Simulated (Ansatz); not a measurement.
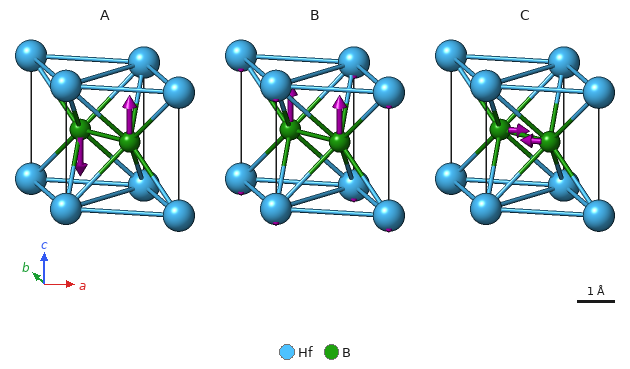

Three optical modes of crystalline HfB2 at the zone centre, in no order (one member of each degenerate set). The purple arrows give the relative displacements of the atoms. Style: ball-and-stick. Shown: the cell of the calculation, slightly off an axis.

Method: Ansatz, DFT PBE, scalar-relativistic, plane waves, PAW. Settings: plane-wave cutoff 420 eV; k-point mesh 18 × 18 × 14; occupations fermi dirac; smearing width 0.15 eV; no spin polarisation.

The frequencies depend somewhat on the k-mesh and the smearing.

### Rank the modes by frequency, softest first.

B (462 cm⁻¹), A (534 cm⁻¹), C (797 cm⁻¹). B, A₂u: The B sublattice moves against the Hf sublattice, along c; the kinetic energy is shared as B 89 %, Hf 11 %. A, B₁g: The Hf atoms stay at rest; all motion is along c; atoms of one kind move against one another, with no net shift of their sublattice. C, E₂g: The Hf atoms stay at rest; all motion is along a; atoms of one kind move against one another, with no net shift of their sublattice; it stretches the shortest B–B bonds (1.82 Å). The crystal is metallic in this run.
